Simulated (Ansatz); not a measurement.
# Run report: Pt₁₁S₂₄, geometry relaxation (part 3 of 3)

The same run, continued: Pt₁₁S₂₄ (defect cell, 35 atoms in the cell); DFT PBE+D3(BJ), scalar-relativistic, plane waves, PAW (Ansatz 0.2.0); cutoff 420 eV, 3×3×3 k-mesh, Gaussian smearing of 0.1 eV. The structure derives from an entry of the Crystallography Open Database. The run did not end well. It belongs to a series of runs on one base structure; here: atom 3 (Pt) set half-way to the vacancy, atoms relaxed in the symmetry of that start.

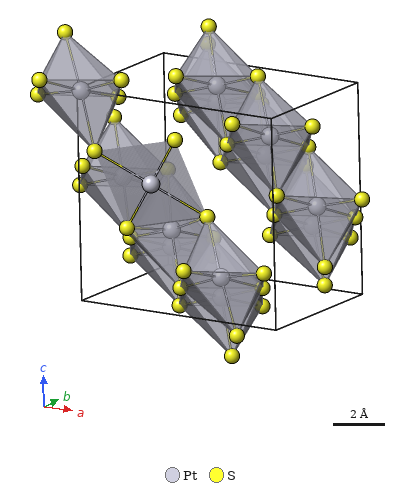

**Figure 1.** The geometry at step 5 of the log (polyhedral view of the cell of the calculation, seen slightly off an axis; polyhedra are completed across the faces of the cell).

### Output, continued
```
  k-point 13: bands = ["-88.2940", "-88.2940", "-88.2019", "-88.2019", "-88.1989", "-88.1988", "-88.1421", "-88.1420", "-88.0261", "-88.0260", "-87.0487", "-42.5409", "-42.5407", "-42.5345", "-42.5291", "-42.4882", "-42.4881", "-42.4767", "-42.4765", "-42.4347", "-42.4341", "-42.4148", "-42.4144", "-42.4072", "-42.4059", "-42.4040", "-42.4018", "-42.3731", "-42.3719", "-42.3531", "-42.3530", "-42.3169", "-42.3169", "-42.3031", "-42.3029", "-42.2933", "-42.2893", "-42.2708", "-42.2696", "-42.1048",
      "-42.1045", "-41.7306", "-41.3583", "-40.7963", "-4.3709", "-3.8392", "-3.5138", "-3.2466", "-3.0833", "-3.0001", "-2.7322", "-2.6501", "-2.4117", "-2.3709", "-2.2820", "-2.1757", "-2.1499", "-2.0200", "-1.8707", "-1.7431", "-1.6568", "-1.5799", "-1.4023", "-1.3584", "-1.2304", "-1.0229", "-1.0026", "-0.7993", "3.7321", "3.7565", "3.9327", "4.0761", "4.1824", "4.3161", "4.4716", "4.5138", "4.6305", "4.6959", "4.7432", "4.7647",
      "4.8337", "4.8677", "4.8957", "4.9992", "5.0089", "5.0743", "5.0946", "5.1327", "5.2042", "5.2630", "5.2765", "5.2970", "5.4626", "5.5412", "5.5486", "5.6202", "5.7309", "5.8552", "5.9165", "5.9683", "6.0322", "6.0626", "6.2115", "6.2798", "6.3703", "6.4068", "6.5210", "6.5321", "6.5834", "6.6382", "6.6979", "6.7304", "6.8601", "6.9808", "7.0200", "7.0468", "7.1750", "7.2264", "7.2339", "7.4194",
      "7.4588", "7.4986", "7.6172", "7.7096", "7.7254", "7.7985", "7.8917", "7.9366", "7.9550", "8.0326", "8.0691", "8.0829", "8.1494", "8.2173", "8.2550", "8.3461", "8.3494", "8.3974", "8.5003", "8.6386", "8.7213", "8.7917", "8.7957", "8.8757", "8.9423", "8.9730", "9.0430", "9.1219", "9.1398", "9.2528", "9.3174", "9.4223", "9.4577", "9.5121", "9.5410", "9.5740", "9.6516", "9.8069", "9.8357", "9.8898",
      "9.9880", "10.0588", "10.1104", "10.2083", "10.3701", "10.4346", "10.5312", "10.6611", "10.8739", "10.9543", "11.0852", "11.3264", "11.5510", "11.8483", "12.0466", "12.1114", "12.2995", "12.3851", "12.4905", "12.5172", "12.6623", "12.7271", "12.8218", "12.9021", "12.9525", "13.0354", "13.1205", "13.1623", "13.2899", "13.3209", "13.4108", "13.4444", "13.5059", "13.5658", "13.8353", "15.9942", "16.1677", "16.3402", "16.5059", "16.5939",
      "16.7072", "16.7995", "16.8457", "16.9868", "17.1722", "17.2021"]
End of that report.
Error: SIGTERM received: cancelled by the caller after 8 completed ionic steps
```

### Trajectory as extended XYZ (Å, eV, eV/Å), 6 of the 8 frames kept, from step=1 to step=8
```
35
Lattice="7.1666 0.0000 4.6623 -3.5833 6.2065 4.6623 -3.5833 -6.2065 4.6623" Properties=species:S:1:pos:R:3:forces:R:3 step=1 energy=-159402.43233
Pt    3.5833    0.0000    9.3245    0.2247  -0.3607   0.0882
Pt   -3.5833    0.0000    9.3245   -0.0181  -0.4162   0.1982
Pt   -3.5833    3.1032    9.3245    0.0000   0.0000   0.0000
Pt    1.7917   -3.1032    9.3245    0.4682   0.0429   0.0340
Pt    3.5833   -6.2065    9.3245    0.1796   0.3505  -0.0216
Pt    0.0000    0.0000    4.6623    0.0181   0.4162  -0.1982
Pt    0.0000    0.0000    9.3245   -0.2247   0.3607  -0.0882
Pt   -1.7917    3.1032    4.6623    0.1190   0.0038  -0.0183
Pt    3.5833    0.0000    4.6623   -0.1796  -0.3505   0.0216
Pt    1.7917    3.1032    4.6623   -0.1190  -0.0038   0.0183
Pt    1.7917    3.1032    9.3245   -0.4682  -0.0429  -0.0340
S    -1.7917   -1.0344    5.8686   -0.2844   0.8336   0.4235
S    -3.5833    2.0688    5.8686   -0.0487  -0.1016  -0.0798
S     0.0000   -4.1376    5.8686   -0.0570 -32.7859  37.8509
S     1.7917   -1.0344    5.8686    0.4745   0.3619   0.2725
S     1.7917   -1.0344   10.5309   -0.0968   0.0771   0.2045
S    -3.5833   -4.1376    5.8686   -0.2189  -0.0044  -0.0153
S     0.0000    2.0688    5.8686    0.0355   0.3007   0.3065
S     0.0000    2.0688   10.5309    0.3604  -0.1526  -0.0612
S    -1.7917    5.1721    5.8686   -0.0440  -0.0568   0.1897
S     3.5833    2.0688    5.8686    0.0054   0.0146   0.1183
S    -1.7917   -1.0344   10.5309   -0.0821  -0.1024   0.2835
S     5.3750   -1.0344    5.8686    0.0712  -0.0289   0.2185
S     0.0000   -2.0688    8.1182    0.0487   0.1016   0.0798
S    -1.7917    1.0344    8.1182    0.2844  -0.8336  -0.4235
S     1.7917   -5.1721    8.1182   -0.0712   0.0289  -0.2185
S     3.5833   -2.0688    8.1182   -0.3604   0.1526   0.0612
S    -3.5833   -2.0688    8.1182   -0.0355  -0.3007  -0.3065
S     1.7917    1.0344    3.4559    0.0440   0.0568  -0.1897
S     1.7917    1.0344    8.1182    0.0968  -0.0771  -0.2045
S    -5.3750    1.0344    8.1182   -0.4745  -0.3619  -0.2725
S     0.0000    4.1376    8.1182    0.2189   0.0044   0.0153
S    -1.7917    1.0344    3.4559    0.0821   0.1024  -0.2835
S     3.5833    4.1376    8.1182   -0.0054  -0.0146  -0.1183
S     0.0000   -2.0688    3.4559    0.0570  32.7859 -37.8509
35
Lattice="7.1666 0.0000 4.6623 -3.5833 6.2065 4.6623 -3.5833 -6.2065 4.6623" Properties=species:S:1:pos:R:3:forces:R:3 step=2 energy=-159415.89650
Pt    3.5844   -0.0018    9.3250    0.2424  -0.4078   0.0222
Pt   -3.5835   -0.0044    9.3255   -0.0687  -0.5679   0.2118
Pt   -3.5833    3.1032    9.3245    0.0000   0.0000   0.0000
Pt    1.7941   -3.1030    9.3248    0.4030   0.0247   0.0552
Pt    3.5842   -6.2047    9.3245    0.1594   0.4371   0.0505
Pt    0.0002    0.0044    4.6613    0.0687   0.5679  -0.2118
Pt   -0.0011    0.0018    9.3241   -0.2424   0.4078  -0.0222
Pt   -1.7910    3.1032    4.6622    0.0728   0.0179  -0.0113
Pt    3.5825   -0.0018    4.6624   -0.1594  -0.4371  -0.0505
Pt    1.7910    3.1032    4.6624   -0.0728  -0.0179   0.0113
Pt    1.7893    3.1030    9.3243   -0.4030  -0.0247  -0.0552
S    -1.7931   -1.0294    5.8712   -0.0353   0.5554   0.3639
S    -3.5836    2.0682    5.8681   -0.0400  -0.1039  -0.0265
S    -0.0003   -4.2656    6.0174   -0.0456 -13.7574  15.9959
S     1.7942   -1.0322    5.8702    0.1222   0.0475   0.1367
S     1.7910   -1.0339   10.5321   -0.0896   0.0780   0.1698
S    -3.5845   -4.1377    5.8687   -0.2533  -0.0333   0.0084
S     0.0002    2.0707    5.8705    0.0580   0.2516   0.3224
S     0.0020    2.0679   10.5307    0.3357  -0.1710  -0.0380
S    -1.7919    5.1718    5.8696    0.1595  -0.0289   0.0794
S     3.5834    2.0689    5.8692   -0.0114   0.0154   0.1173
S    -1.7920   -1.0351   10.5326   -0.0602  -0.1410   0.2704
S     5.3753   -1.0345    5.8697   -0.1516   0.0289   0.0775
S     0.0003   -2.0682    8.1188    0.0400   0.1039   0.0265
S    -1.7902    1.0294    8.1157    0.0353  -0.5554  -0.3639
S     1.7913   -5.1720    8.1171    0.1516  -0.0289  -0.0775
S     3.5813   -2.0679    8.1184   -0.3357   0.1710   0.0380
S    -3.5835   -2.0707    8.1163   -0.0580  -0.2516  -0.3224
S     1.7919    1.0347    3.4549   -0.1595   0.0289  -0.0794
S     1.7923    1.0339    8.1170    0.0896  -0.0780  -0.1698
S    -5.3775    1.0322    8.1166   -0.1222  -0.0475  -0.1367
S     0.0012    4.1377    8.1182    0.2533   0.0333  -0.0084
S    -1.7913    1.0351    3.4542    0.0602   0.1410  -0.2704
S     3.5832    4.1376    8.1176    0.0114  -0.0154  -0.1173
S     0.0003   -1.9409    3.3072    0.0456  13.7574 -15.9959
35
Lattice="7.1666 0.0000 4.6623 -3.5833 6.2065 4.6623 -3.5833 -6.2065 4.6623" Properties=species:S:1:pos:R:3:forces:R:3 step=4 energy=-159422.33438
Pt    3.5757   -0.0017    9.3201    0.0962   0.0134   0.0456
Pt   -3.5454   -0.0985    9.3963    0.0067  -0.0101  -0.0806
Pt   -3.5833    3.1032    9.3245    0.0000   0.0000   0.0000
Pt    1.7932   -3.0937    9.3591    0.1625  -0.0302  -0.0703
Pt    3.6237   -6.1523    9.3717   -0.1185   0.1903   0.1217
Pt   -0.0379    0.0985    4.5906   -0.0067   0.0101   0.0806
Pt    0.0076    0.0017    9.3290   -0.0962  -0.0134  -0.0456
Pt   -1.8046    3.1167    4.6638   -0.0382   0.0005  -0.0186
Pt    3.5429   -0.0541    4.6151    0.1185  -0.1903  -0.1217
Pt    1.8046    3.0898    4.6607    0.0382  -0.0005   0.0186
Pt    1.7902    3.0937    9.2900   -0.1625   0.0302   0.0703
S    -1.7705   -0.8852    5.9288   -0.1624   0.2222   0.2547
S    -3.5934    2.0664    5.8691   -0.0070   0.0369  -0.1353
S     0.0420   -4.4999    6.2552    0.1175  -0.9102   1.1061
S     1.7010   -1.1079    5.7494   -0.2874  -0.2294   0.0024
S     1.7917   -1.0233   10.5796   -0.1149   0.0057  -0.1360
S    -3.6468   -4.1311    5.9589   -0.0406  -0.0475  -0.0688
S    -0.0014    2.1083    5.8922    0.0585  -0.1591  -0.0074
S     0.1187    2.0053   10.5887   -0.0087  -0.0196  -0.0635
S    -1.7707    5.1536    5.9100    0.0946  -0.0934   0.1129
S     3.5767    2.0187    5.8679   -0.0934   0.0701   0.0614
S    -1.7359   -1.0935   10.5925   -0.1279  -0.1338   0.0329
S     5.3463   -1.0326    5.8285   -0.1081  -0.0726  -0.0167
S     0.0101   -2.0664    8.1177    0.0070  -0.0369   0.1353
S    -1.8128    0.8852    8.0580    0.1624  -0.2222  -0.2547
S     1.8203   -5.1738    8.1583    0.1081   0.0726   0.0167
S     3.4646   -2.0053    8.0604    0.0087   0.0196   0.0635
S    -3.5819   -2.1083    8.0947   -0.0585   0.1591   0.0074
S     1.7707    1.0529    3.4146   -0.0946   0.0934  -0.1129
S     1.7916    1.0233    8.0695    0.1149  -0.0057   0.1360
S    -5.2844    1.1079    8.2374    0.2874   0.2294  -0.0024
S     0.0635    4.1311    8.0279    0.0406   0.0475   0.0688
S    -1.8474    1.0935    3.3943    0.1279   0.1338  -0.0329
S     3.5899    4.1878    8.1189    0.0934  -0.0701  -0.0614
S    -0.0420   -1.7066    3.0694   -0.1175   0.9102  -1.1061
35
Lattice="7.1666 0.0000 4.6623 -3.5833 6.2065 4.6623 -3.5833 -6.2065 4.6623" Properties=species:S:1:pos:R:3:forces:R:3 step=5 energy=-159422.53835
Pt    3.5773    0.0172    9.3349   -0.0718   0.1815   0.0523
Pt   -3.5179   -0.0917    9.4219    0.1888   0.1190  -0.1542
Pt   -3.5833    3.1032    9.3245    0.0000   0.0000   0.0000
Pt    1.8097   -3.1156    9.3884   -0.0654  -0.0050  -0.0029
Pt    3.6922   -6.1065    9.4073   -0.4277   0.0092   0.0530
Pt   -0.0654    0.0917    4.5649   -0.1888  -0.1190   0.1542
Pt    0.0060   -0.0172    9.3142    0.0718  -0.1815  -0.0523
Pt   -1.7980    3.1415    4.6806   -0.0039  -0.1516  -0.0450
Pt    3.4745   -0.1000    4.5796    0.4277  -0.0092  -0.0530
Pt    1.7980    3.0650    4.6439    0.0039   0.1516   0.0450
Pt    1.7737    3.1156    9.2607    0.0654   0.0050   0.0029
S    -1.8043   -0.8404    5.9787    0.0140   0.3524   0.3701
S    -3.6116    2.0995    5.8470    0.0317   0.0329   0.0251
S     0.1303   -4.5232    6.3106    0.0095  -0.1685   0.2924
S     1.5967   -1.2634    5.6794   -0.2636   0.0365  -0.1912
S     1.7821   -1.0215   10.5671   -0.0687  -0.0395   0.0107
S    -3.6280   -4.1182    6.0057   -0.0271   0.0607  -0.1093
S     0.0110    2.0722    5.8910   -0.0504   0.0114  -0.1371
S     0.0886    2.0122   10.5428   -0.0525   0.0581  -0.0340
S    -1.7351    5.1555    5.9638    0.0121   0.0365  -0.0988
S     3.5482    1.9859    5.8576   -0.1195  -0.0228   0.0564
S    -1.7362   -1.1342   10.5953   -0.1066  -0.0787  -0.0237
S     5.3442   -0.9819    5.7366   -0.2362  -0.5056   0.5159
S     0.0283   -2.0995    8.1398   -0.0317  -0.0329  -0.0251
S    -1.7790    0.8404    8.0082   -0.0140  -0.3524  -0.3701
S     1.8224   -5.2246    8.2502    0.2362   0.5056  -0.5159
S     3.4947   -2.0122    8.1063    0.0525  -0.0581   0.0340
S    -3.5943   -2.0722    8.0958    0.0504  -0.0114   0.1371
S     1.7351    1.0510    3.3608   -0.0121  -0.0365   0.0988
S     1.8012    1.0215    8.0820    0.0687   0.0395  -0.0107
S    -5.1800    1.2634    8.3075    0.2636  -0.0365   0.1912
S     0.0447    4.1182    7.9812    0.0271  -0.0607   0.1093
S    -1.8471    1.1342    3.3915    0.1066   0.0787   0.0237
S     3.6184    4.2205    8.1292    0.1195   0.0228  -0.0564
S    -0.1303   -1.6833    3.0139   -0.0095   0.1685  -0.2924
35
Lattice="7.1666 0.0000 4.6623 -3.5833 6.2065 4.6623 -3.5833 -6.2065 4.6623" Properties=species:S:1:pos:R:3:forces:R:3 step=7 energy=-159422.84346
Pt    3.5639    0.0598    9.4036   -0.0698   0.1914  -0.1640
Pt   -3.4914   -0.0876    9.4112   -0.1115   0.0236  -0.0275
Pt   -3.5833    3.1032    9.3245    0.0000   0.0000   0.0000
Pt    1.7966   -3.0920    9.3975   -0.0328  -0.1588  -0.0144
Pt    3.6532   -6.0843    9.4488   -0.0468  -0.0682  -0.1081
Pt   -0.0919    0.0876    4.5756    0.1115  -0.0236   0.0275
Pt    0.0194   -0.0598    9.2455    0.0698  -0.1914   0.1640
Pt   -1.8020    3.1643    4.7046    0.1292  -0.0943  -0.0291
Pt    3.5135   -0.1221    4.5380    0.0468   0.0682   0.1081
Pt    1.8020    3.0422    4.6200   -0.1292   0.0943   0.0291
Pt    1.7867    3.0920    9.2516    0.0328   0.1588   0.0144
S    -1.8293   -0.7053    6.1283    0.0475  -0.1720   0.3252
S    -3.6110    2.1436    5.8929   -0.1532  -0.0367  -0.0659
S     0.1450   -4.5489    6.3403   -0.0622   0.2709  -0.2751
S     1.5532   -1.3503    5.5897   -0.1196   0.1763   0.0338
S     1.7451   -1.0098   10.5908   -0.0499   0.0260  -0.0930
S    -3.6525   -4.0899    6.0171   -0.0148   0.0061  -0.0136
S     0.0200    2.0703    5.8816   -0.0155   0.0612  -0.0198
S     0.0347    1.9926   10.4559   -0.0094   0.0115  -0.0409
S    -1.7270    5.1871    5.9729   -0.0801  -0.0186  -0.0254
S     3.5329    1.9605    5.8427    0.0190  -0.0497  -0.0833
S    -1.7300   -1.1628   10.5620   -0.0450  -0.0227  -0.0037
S     5.3120   -1.0409    5.7753   -0.1953  -0.0518   0.0269
S     0.0277   -2.1436    8.0939    0.1532   0.0367   0.0659
S    -1.7541    0.7053    7.8585   -0.0475   0.1720  -0.3252
S     1.8546   -5.1656    8.2115    0.1953   0.0518  -0.0269
S     3.5486   -1.9926    8.1932    0.0094  -0.0115   0.0409
S    -3.6033   -2.0703    8.1052    0.0155  -0.0612   0.0198
S     1.7270    1.0194    3.3517    0.0801   0.0186   0.0254
S     1.8382    1.0098    8.0583    0.0499  -0.0260   0.0930
S    -5.1365    1.3503    8.3971    0.1196  -0.1763  -0.0338
S     0.0692    4.0899    7.9697    0.0148  -0.0061   0.0136
S    -1.8533    1.1628    3.4249    0.0450   0.0227   0.0037
S     3.6337    4.2460    8.1441   -0.0190   0.0497   0.0833
S    -0.1450   -1.6575    2.9842    0.0622  -0.2709   0.2751
35
Lattice="7.1666 0.0000 4.6623 -3.5833 6.2065 4.6623 -3.5833 -6.2065 4.6623" Properties=species:S:1:pos:R:3:forces:R:3 step=8 energy=-159422.89147
Pt    3.5618    0.0644    9.4018    0.0270  -0.0156  -0.0374
Pt   -3.5038   -0.0903    9.3964    0.0104  -0.0389   0.1085
Pt   -3.5833    3.1032    9.3245    0.0000   0.0000   0.0000
Pt    1.8130   -3.1098    9.4049   -0.0677   0.0595   0.0084
Pt    3.6464   -6.1075    9.4427    0.0094   0.0311   0.0183
Pt   -0.0796    0.0903    4.5904   -0.0104   0.0389  -0.1085
Pt    0.0215   -0.0644    9.2473   -0.0270   0.0156   0.0374
Pt   -1.8007    3.1522    4.6998   -0.0581   0.0176   0.0329
Pt    3.5203   -0.0990    4.5442   -0.0094  -0.0311  -0.0183
Pt    1.8007    3.0543    4.6247    0.0581  -0.0176  -0.0329
Pt    1.7703    3.1098    9.2442    0.0677  -0.0595  -0.0084
S    -1.8287   -0.7138    6.1816   -0.0041  -0.0546  -0.1098
S    -3.6447    2.1433    5.8785    0.0578   0.0036   0.0073
S     0.1302   -4.5357    6.3154   -0.0123  -0.0498   0.0592
S     1.5500   -1.2964    5.6161    0.0249  -0.0846   0.0333
S     1.7354   -1.0089   10.5832    0.0280  -0.0373   0.0142
S    -3.6625   -4.1195    6.0342    0.0622  -0.0195  -0.0550
S     0.0178    2.0850    5.8830    0.0123  -0.0319   0.0181
S    -0.0033    2.0127   10.4187   -0.0041  -0.0526   0.0102
S    -1.7448    5.1745    5.9651    0.0087   0.0120   0.0269
S     3.5367    1.9646    5.8394    0.0054   0.0100  -0.0051
S    -1.7463   -1.1565   10.5628    0.0212   0.0545  -0.0259
S     5.2739   -1.0440    5.7869    0.0594  -0.0185   0.0183
S     0.0614   -2.1433    8.1083   -0.0578  -0.0036  -0.0073
S    -1.7546    0.7138    7.8052    0.0041   0.0546   0.1098
S     1.8927   -5.1624    8.2000   -0.0594   0.0185  -0.0183
S     3.5866   -2.0127    8.2304    0.0041   0.0526  -0.0102
S    -3.6011   -2.0850    8.1038   -0.0123   0.0319  -0.0181
S     1.7448    1.0320    3.3594   -0.0087  -0.0120  -0.0269
S     1.8479    1.0089    8.0659   -0.0280   0.0373  -0.0142
S    -5.1333    1.2964    8.3707   -0.0249   0.0846  -0.0333
S     0.0792    4.1195    7.9526   -0.0622   0.0195   0.0550
S    -1.8370    1.1565    3.4240   -0.0212  -0.0545   0.0259
S     3.6299    4.2419    8.1474   -0.0054  -0.0100   0.0051
S    -0.1302   -1.6708    3.0092    0.0123   0.0498  -0.0592
```

### Outcome

- outcome: stopped at the time limit
- wall time: 7.9 min (CPU time 25 min)
- peak memory: 1.9 GiB

### Diagnosis

The run was cut off by its time limit, so the output is incomplete. Notes on the run: the SCF threshold is looser than advised for the printed stress.
